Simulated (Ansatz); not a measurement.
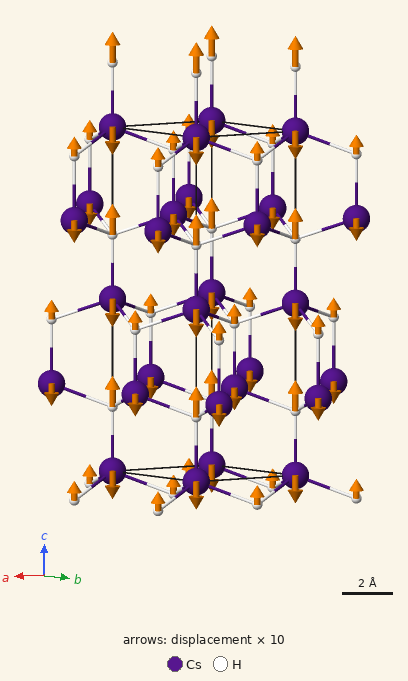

This is a relaxation of solid CsH (built on the 4H polytype type). The starting structure is drawn; orange arrows show the displacements (the part carried along by the change of the cell is left out), magnified 10 times.

Style: ball-and-stick. Shown: the cell of the calculation, from a free direction.

All numbers below come from Ansatz 0.2.0, DFT, PBEsol, plane waves, PAW. Set-up: plane-wave cutoff 420 eV; k-point mesh 6 × 6 × 2; occupations fermi dirac; smearing width 0.03 eV; no spin polarisation; cell and atoms relaxed; force threshold 0.01 eV/Å; at most 120 steps.

> What happened in the run?

After 11 accepted moves (14 points after the start) the energy has fallen by 1.120 eV per cell of the calculation. Largest force component: 0.037 eV/Å at the start, 0.0047 eV/Å at the end. Pressure: 4.66 GPa at the start and −0.01 GPa at the end. The line search rejected the trial step at point 12 of the run. At 2 points the geometry stayed and the basis and grid were re-selected for the new cell (energy shift of 43.2 meV per cell of the calculation at most each time). The largest moves relative to the cell, 0.13 Å, are those of H atoms. Largest moves by element: H 0.13 Å, Cs 0.11 Å. The volume changes by +42.8 %, with a = b 4.284 → 4.985 Å (+16.4 %), c 13.990 → 14.745 Å (+5.4 %). Near-neighbour distances that change, for instance: Cs–H 2.623 → 3.004 Å, Cs–H 2.623 → 2.969 Å, Cs–H 2.623 → 2.936 Å. Among the angles between lasting bonds that change: H–Cs–H 109.5° → 103.8°, Cs–H–Cs 109.5° → 104.2°, Cs–H–Cs 109.5° → 114.5°. The space group stays P6_3mc (No. 186). Cost: 54 s on 4 threads of Intel(R) Xeon(R) Processor @ 2.50GHz (Skylake/Cascade Lake), with other jobs on the host, peak memory 0.65 GiB.
